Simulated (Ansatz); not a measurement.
# Run report: Ge, geometry relaxation (part 2 of 2)

The same run, continued: Ge (P6₃/mmc, 4 atoms in the cell); DFT, LDA, plane waves, PAW, no spin polarisation (Ansatz 0.2.0); cutoff 420 eV, 6×6×4 k-mesh, Fermi–Dirac smearing of 0.02 eV. The structure was built on a prototype by a generator. The geometry comes from this level: PBE.

Geometry of the input (Å; fractional positions):
```
4.0584  0.0000  0.0000
-2.0292  3.5147  0.0000
0.0000  0.0000  6.6930
Ge 0.3333  0.6667  0.0003
Ge 0.6667  0.3333  0.5003
Ge 0.3333  0.6667  0.3747
Ge 0.6667  0.3333  0.8747
```

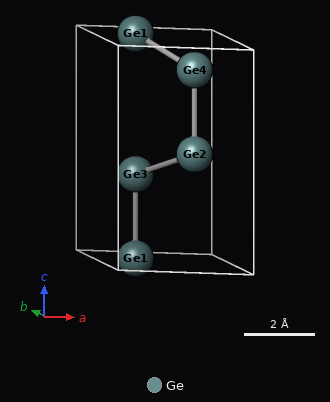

Fig. 1: The geometry at step 3 of the log (ball-and-stick view of the cell of the calculation, seen slightly off an axis; atoms are numbered from 1 in the order of the input).

**The program's output, continued**
```
SCF iter   1: F=—  HF=-16862.772659 eV  |F-HF|=—  |Δ(HF+E_count)|=         —  Δρ=4.66e-5  dr2=4.10e-7  ethr=2.99e-7  ⟨swp⟩=3.0  Hψ=4218  notcnv=0
preconditioner: auto → Resta (q_TF=auto, 2.527 Å⁻¹)  ε∞=2.7  [insulator: Δε(μ)=0.118 eV  Ē_g=22.700 eV  σ=0.020 eV  W_gap=0.51  n_scr=22 (ndim 8)  ℏωp=29.5 eV  f_vac=0.062  D(μ)=0.37/eV (n_scr^D=0)  ε∞_Penn≈2.7]
SCF iter   2: F=—  HF=-16862.772657 eV  |F-HF|=—  |Δ(HF+E_count)|=   2.09e-6  Δρ=4.45e-5  dr2=7.70e-7  ethr=7.32e-10  ⟨swp⟩=2.0  Hψ=1302  notcnv=0
SCF iter   3: F=—  HF=-16862.772657 eV  |F-HF|=—  |Δ(HF+E_count)|=   5.35e-9  Δρ=1.40e-5  dr2=7.39e-8  ethr=7.32e-10  ⟨swp⟩=2.1  Hψ=1260  notcnv=0
SCF iter   4: F=—  HF=-16862.772657 eV  |F-HF|=—  |Δ(HF+E_count)|=   5.44e-8  Δρ=1.13e-6  dr2=5.96e-10  ethr=1.32e-10  ⟨swp⟩=2.0  Hψ=1235  notcnv=0
SCF iter   5: F=-16862.772657 eV  HF=-16862.772657 eV  |F-HF|=7.28e-12  |Δ(HF+E_count)|=   1.60e-9  Δρ=1.57e-7  dr2=1.08e-11  ethr=1.00e-12  ⟨swp⟩=4.0  Hψ=3445  notcnv=0
SCF 5 converged in 5 iterations: F = -16862.772657 eV  dr2 = 1.08e-11
relax step   5: F+E_penalty+E_count = -16862.77265660 eV  Δ(F+E_penalty+E_count) = +1.236e-3 eV  max|allowed force component| = 2.746e-3 eV/Å  Δτ_max = 0.0000 Å  P = +0.002 GPa  Ω = 88.710 Å³  stress off target by 1.62e-2 GPa  SCF on the basis re-selected at this cell (its energy is not comparable with the rows above)  (5 SCF iters)
basis re-selected at this cell: Δ(F+E_penalty+E_count) = +1.236e-3 eV, ΔP = +0.008 GPa vs the last step (what re-selecting the basis moved, of the pressure what is left beyond the Pulay correction that the steps carried, after the strain that the cell walked since its last selection, with what the two solves' SCF thresholds leave and, on support functions, any second-order correction that the steps lacked; it is no measure of the basis error at this ecutwfc). The dense FFT grid was sized anew with the basis: this SCF ran on 27×27×45 points, the steps before it on 30×30×45, so part of this shift can come from that change (see relax.cell in the input reference). This SCF's stress stands 1.62e-2 GPa from its target on what of the cell is left free (relax.cell.stress_tol is 5.00e-2 GPa) and its largest allowed force component is 2.75e-3 eV/Å (relax.f_tol is 5.00e-3 eV/Å): within both
SCF converged after 5 iterations
Free energy (F): -16862.772657 eV
Harris-Foulkes:  -16862.772657 eV  (|F-HF|=7.28e-12)
Internal energy: -16862.772224 eV  (E = F + TS)
E sigma→0 (E₀):  -16862.772441 eV
Entropy (-TS):   -0.000432 eV (-0.108 meV/atom)
Fermi energy:    8.581200 eV
--- Per-component energies (eV) ---
  E_band       = -606.464309
  E_kinetic    = 449.327064
  E_local      = -9859.544964  (includes V_loc(G=0)·N_el)
  E_nonlocal   = 1687.229806
  E_hartree    = 4323.764356
  E_xc         = -301.718748
  E_vxc        = -261.699639  (∫ρ·V_xc dr)
  E_paw        = -7765.941234  (= ΣΔE_a)
  E_vpaw       = -1269.306391  (= ΣTr[D̂ρ^β])
  E_aug_tail   = 0.001072  (compensation charges beyond the density's cutoff)
  E_ewald      = -5403.522882
  E_core_change = 7.633305  (= ΣΔE_core)
  E_smearing   = -0.000432  (= −TS)
  E_closure    = 0.000000  (closes the sum)
  Σ components = -16862.772657   (vs F -16862.772657, Δ=0.00e0)
--- Forces (eV/Å), atoms counted from 1 ---
  atom   1  Ge     0.00000000    -0.00000000     0.00274595
  atom   2  Ge    -0.00000000     0.00000000     0.00274595
  atom   3  Ge    -0.00000000    -0.00000000    -0.00274595
  atom   4  Ge    -0.00000000     0.00000000    -0.00274595
  max |Σ_I F_I| component: 3.70e-17 eV/Å
--- Stress (GPa, compression-positive) ---
       -0.005758      -0.000000       0.000000
       -0.000000      -0.005758       0.000000
        0.000000       0.000000       0.016192
  P = ⅓ Tr σ = 0.0016 GPa (0.016 kbar)
--- Band table (eV; the first three rows and the last of 21) ---
  k-point 0: bands = ["-16.4558", "-16.4558", "-16.4204", "-16.4144", "-16.4144", "-16.4025", "-16.3897", "-16.3897", "-16.3320", "-16.3320", "-16.2005", "-16.2005", "-16.1858", "-16.1663", "-16.1663", "-16.1642", "-16.1436", "-16.1436", "-16.1139", "-16.1139", "-4.4527", "-2.3138", "0.8099", "7.0249", "7.0249", "8.3723", "8.4645", "8.6564", "8.6973", "8.6973", "10.7975", "10.7975", "11.3741", "13.1680"]
  k-point 1: bands = ["-16.4513", "-16.4513", "-16.4240", "-16.4240", "-16.4171", "-16.4044", "-16.3789", "-16.3789", "-16.3404", "-16.3404", "-16.1943", "-16.1943", "-16.1834", "-16.1706", "-16.1706", "-16.1680", "-16.1388", "-16.1388", "-16.1179", "-16.1179", "-4.2583", "-2.8661", "1.7525", "6.0966", "7.1959", "7.1959", "8.3185", "8.3185", "8.5822", "9.8857", "11.1765", "11.1765", "11.9123", "12.7447"]
  k-point 2: bands = ["-16.4393", "-16.4393", "-16.4393", "-16.4393", "-16.4100", "-16.4100", "-16.3594", "-16.3594", "-16.3594", "-16.3594", "-16.1815", "-16.1815", "-16.1815", "-16.1815", "-16.1765", "-16.1765", "-16.1280", "-16.1280", "-16.1280", "-16.1280", "-3.6939", "-3.6939", "3.7246", "3.7246", "7.6743", "7.6743", "7.6743", "7.6743", "9.1855", "9.1855", "11.9329", "11.9329", "11.9329", "11.9329"]
  k-point 20: bands = ["-16.4744", "-16.4744", "-16.4509", "-16.4509", "-16.3793", "-16.3793", "-16.3108", "-16.3108", "-16.2848", "-16.2848", "-16.2659", "-16.2659", "-16.2260", "-16.2260", "-16.1939", "-16.1939", "-16.1140", "-16.1140", "-16.0886", "-16.0886", "-1.2715", "-1.2715", "0.2702", "0.2702", "4.1455", "4.1455", "6.5400", "6.5400", "9.8393", "9.8393", "12.6900", "12.6900", "14.3499", "14.3499"]
--- Relaxed structure (4 steps of the walk, 4 accepted, 1 SCFs on fresh bases) ---
  F+E_penalty+E_count = -16862.77265660 eV   max|allowed force component| = 2.746e-3 eV/Å   (the final SCF, on the basis selected at the relaxed cell)
  cell:  # Å, volume = 88.7096 Å³
    - [3.9682899557691322, -9.120966928512755e-34, 1.2826359743221063e-33]
    - [-1.9841449778845661, 3.4366399112786947, -9.375300771799194e-34]
    - [2.397316887592879e-33, -5.640745617865598e-34, 6.504788595784178]
  atoms:
    - { symbol: Ge, position: [0.33333333333333337, 0.6666666666666667, -9.968441022380548e-5] }
    - { symbol: Ge, position: [0.6666666666666666, 0.33333333333333337, 0.4999003155897762] }
    - { symbol: Ge, position: [0.33333333333333337, 0.6666666666666667, 0.37509968441022384] }
    - { symbol: Ge, position: [0.6666666666666666, 0.33333333333333337, 0.875099684410224] }
```

**File rho_z.tsv**
```
# z_ang	rho[e/angstrom^3]
# format = ansatz-planar-average/11
# lattice	3.968289956	-0.000000000	0.000000000
# lattice	-1.984144978	3.436639911	-0.000000000
# lattice	0.000000000	-0.000000000	6.504788596
# sites	4
# site	32	0.000000000	2.291093274	-0.000648426
# site	32	1.984144978	1.145546637	3.251745872
# site	32	-0.000000000	2.291093274	2.439944149
# site	32	1.984144978	1.145546637	5.692338447
0.000000	1.497207e0
0.144551	1.216062e0
0.289102	7.318597e-1
0.433653	3.942265e-1
0.578203	2.359252e-1
0.722754	1.662267e-1
0.867305	1.315950e-1
1.011856	1.138899e-1
1.156407	1.058745e-1
1.300958	1.064340e-1
1.445509	1.154759e-1
1.590059	1.347968e-1
1.734610	1.723863e-1
1.879161	2.491968e-1
2.023712	4.248978e-1
2.168263	7.885192e-1
2.312814	1.271738e0
2.457365	1.498856e0
2.601915	1.264901e0
2.746466	9.156592e-1
2.891017	8.458272e-1
3.035568	1.120235e0
3.180119	1.456236e0
3.324670	1.409728e0
3.469221	9.708506e-1
3.613771	5.361692e-1
3.758322	2.985772e-1
3.902873	1.945199e-1
4.047424	1.461312e-1
4.191975	1.211939e-1
4.336526	1.088820e-1
4.481077	1.050210e-1
4.625627	1.099452e-1
4.770178	1.234658e-1
4.914729	1.505598e-1
5.059280	2.033857e-1
5.203831	3.188688e-1
5.348382	5.800568e-1
5.492933	1.033602e0
5.637483	1.443170e0
5.782034	1.427804e0
5.926585	1.073337e0
6.071136	8.338382e-1
6.215687	9.491732e-1
6.360238	1.310991e0
```

**File v_z.tsv**
```
# z_ang	v_es[eV]	v_tot[eV]
# format = ansatz-planar-average/11
# xc	lda
# density_cutoff_ev	1680
# datasets	Ge=:simpson_from_first_knot:soft:shift=-2816765
# lattice	3.968289956	-0.000000000	0.000000000
# lattice	-1.984144978	3.436639911	-0.000000000
# lattice	0.000000000	-0.000000000	6.504788596
# sites	4
# site	32	0.000000000	2.291093274	-0.000648426
# site	32	1.984144978	1.145546637	3.251745872
# site	32	-0.000000000	2.291093274	2.439944149
# site	32	1.984144978	1.145546637	5.692338447
0.000000	4.419035e-1	-1.088519e1
0.144551	1.739524e0	-9.100966e0
0.289102	3.066693e0	-7.170702e0
0.433653	4.516829e0	-5.032284e0
0.578203	6.096710e0	-2.762380e0
0.722754	7.733229e0	-5.242009e-1
0.867305	9.181435e0	1.395654e0
1.011856	1.010254e1	2.641706e0
1.156407	1.048776e1	3.187918e0
1.300958	1.046341e1	3.152794e0
1.445509	1.001997e1	2.527182e0
1.590059	9.024341e0	1.187268e0
1.734610	7.531334e0	-7.945941e-1
1.879161	5.893872e0	-3.048097e0
2.023712	4.327527e0	-5.309829e0
2.168263	2.895799e0	-7.422785e0
2.312814	1.576628e0	-9.331231e0
2.457365	2.847685e-1	-1.109469e1
2.601915	-8.003518e-1	-1.252740e1
2.746466	-1.410114e0	-1.334137e1
2.891017	-1.504577e0	-1.346950e1
3.035568	-1.090808e0	-1.291281e1
3.180119	-1.650922e-1	-1.169005e1
3.324670	1.087552e0	-1.001123e1
3.469221	2.393982e0	-8.158716e0
3.613771	3.772990e0	-6.126789e0
3.758322	5.293626e0	-3.904239e0
3.902873	6.916828e0	-1.626589e0
4.047424	8.505729e0	5.014246e-1
4.191975	9.717721e0	2.113911e0
4.336526	1.035169e1	2.992635e0
4.481077	1.052400e1	3.240326e0
4.625627	1.030079e1	2.920246e0
4.770178	9.597973e0	1.952227e0
4.914729	8.319576e0	2.551716e-1
5.059280	6.711034e0	-1.908705e0
5.203831	5.096697e0	-4.188299e0
5.348382	3.592848e0	-6.392989e0
5.492933	2.229413e0	-8.397933e0
5.637483	9.247392e-1	-1.023394e1
5.782034	-3.053336e-1	-1.187486e1
5.926585	-1.171155e0	-1.302007e1
6.071136	-1.520252e0	-1.349083e1
6.215687	-1.362624e0	-1.327721e1
6.360238	-6.875114e-1	-1.237838e1
```

**Trajectory as extended XYZ (Å, eV, eV/Å), 5 frames, from step=1 to step=5**
```
4
Lattice="4.0584 0.0000 0.0000 -2.0292 3.5147 0.0000 0.0000 0.0000 6.6930" Properties=species:S:1:pos:R:3:forces:R:3 step=1 energy=-16862.67589 pressure_GPa=-4.34
Ge    0.0000    2.3431    0.0021    0.0000   0.0000  -0.0393
Ge    2.0292    1.1716    3.3486    0.0000   0.0000  -0.0393
Ge    0.0000    2.3431    2.5077    0.0000   0.0000   0.0393
Ge    2.0292    1.1716    5.8542    0.0000   0.0000   0.0393
4
Lattice="3.9862 0.0000 0.0000 -1.9931 3.4522 0.0000 0.0000 0.0000 6.5049" Properties=species:S:1:pos:R:3:forces:R:3 step=2 energy=-16862.77151 pressure_GPa=-0.61
Ge    0.0000    2.3015   -0.0048    0.0000   0.0000   0.0272
Ge    1.9931    1.1507    3.2476    0.0000   0.0000   0.0272
Ge    0.0000    2.3015    2.4441    0.0000   0.0000  -0.0272
Ge    1.9931    1.1507    5.6966    0.0000   0.0000  -0.0272
4
Lattice="3.9651 0.0000 0.0000 -1.9825 3.4339 0.0000 0.0000 0.0000 6.5047" Properties=species:S:1:pos:R:3:forces:R:3 step=3 energy=-16862.77386 pressure_GPa=0.11
Ge    0.0000    2.2892   -0.0002    0.0000   0.0000   0.0002
Ge    1.9825    1.1446    3.2522    0.0000   0.0000   0.0002
Ge    0.0000    2.2892    2.4395    0.0000   0.0000  -0.0002
Ge    1.9825    1.1446    5.6918    0.0000   0.0000  -0.0002
4
Lattice="3.9683 0.0000 0.0000 -1.9841 3.4366 0.0000 0.0000 0.0000 6.5048" Properties=species:S:1:pos:R:3:forces:R:3 step=4 energy=-16862.77389 pressure_GPa=-0.01
Ge    0.0000    2.2911   -0.0006    0.0000   0.0000   0.0027
Ge    1.9841    1.1455    3.2517    0.0000   0.0000   0.0027
Ge    0.0000    2.2911    2.4399    0.0000   0.0000  -0.0027
Ge    1.9841    1.1455    5.6923    0.0000   0.0000  -0.0027
4
Lattice="3.9683 0.0000 0.0000 -1.9841 3.4366 0.0000 0.0000 0.0000 6.5048" Properties=species:S:1:pos:R:3:forces:R:3 step=5 energy=-16862.77266 pressure_GPa=0.00
Ge    0.0000    2.2911   -0.0006    0.0000   0.0000   0.0027
Ge    1.9841    1.1455    3.2517    0.0000   0.0000   0.0027
Ge    0.0000    2.2911    2.4399    0.0000   0.0000  -0.0027
Ge    1.9841    1.1455    5.6923    0.0000   0.0000  -0.0027
```

**Key numbers**

```json
{"quantity": "outcome", "value": "converged"}
{"quantity": "space group (tolerance 0.01 Å)", "value": "P6₃/mmc (194)"}
{"quantity": "electrons treated", "value": "56"}
{"quantity": "free energy", "value": "−16862.7727 eV"}
{"quantity": "Fermi energy", "value": "8.581 eV"}
{"quantity": "band gap", "value": "none (metallic)"}
{"quantity": "pressure", "value": "0.00 GPa"}
{"quantity": "final volume", "value": "88.71 Å³"}
{"quantity": "largest force (length of the vector) at the end", "value": "0.003 eV/Å"}
{"quantity": "final cell", "value": "a = 3.968 Å, b = 3.968 Å, c = 6.505 Å, α = 90.00°, β = 90.00°, γ = 120.00°"}
{"quantity": "hardware", "value": "2 threads of Arm Neoverse V2, 24 GiB of memory available, shared host"}
{"quantity": "wall time", "value": "7.9 s (CPU time 15 s)"}
{"quantity": "peak memory", "value": "0.37 GiB"}
```
